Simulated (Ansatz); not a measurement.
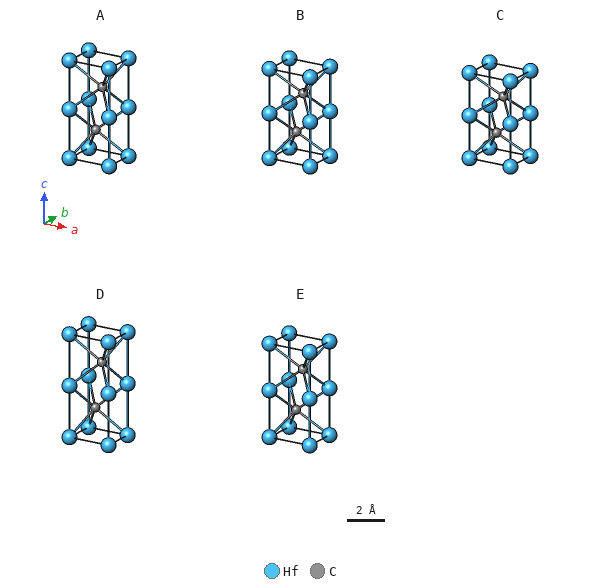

5 geometries from one relaxation of solid HfC (built on the NiAs type), in shuffled order. Style: ball-and-stick. Shown: the cell of the calculation, slightly off an axis.

These are results of DFT PBE, scalar-relativistic, plane waves, PAW in Ansatz, not measurements. Settings: plane-wave cutoff 420 eV; k-point mesh 12 × 12 × 8; occupations gaussian; smearing width 0.05 eV; no spin polarisation; cell and atoms relaxed; force threshold 0.01 eV/Å; at most 60 steps.

Put them in the order of the run, from the start to the converged end.

Answer. C, B, E, A, D. They are steps 0, 1, 2, 3, 10, at +3.700 eV per cell of the calculation, +2.149 eV per cell of the calculation, +1.011 eV per cell of the calculation, +0.323 eV per cell of the calculation relative to the last. The energy falls by 3.700 eV per cell of the calculation in 8 accepted moves (10 points after the start). All forces vanish by symmetry, so only the cell relaxes. Pressure: 33.92 GPa at the start and 0.00 GPa at the end. At 2 points the geometry stayed and the basis and grid were re-selected for the new cell (energy shift of 60.8 meV per cell of the calculation at most each time). No atom moves by more than 0.005 Å relative to the cell. The drawn cell changes as follows: a = b 3.426 → 3.265 Å (−4.7 %), c 4.774 → 5.769 Å (+20.8 %); the volume changes by +9.8 %. Near-neighbour distances that change, for instance: Hf–Hf 2.387 → 2.884 Å, Hf–Hf 3.426 → 3.265 Å, C–Hf 2.310 → 2.374 Å. Among the angles between lasting bonds that change: Hf–C–Hf 62.2° → 74.8°, Hf–C–Hf 95.7° → 86.9°, Hf–C–Hf 129.3° → 133.2°. The space group stays P6_3/mmc (No. 194). The run took 43 s on 2 threads of Arm Neoverse V2, on a shared host, peak memory 0.44 GiB.
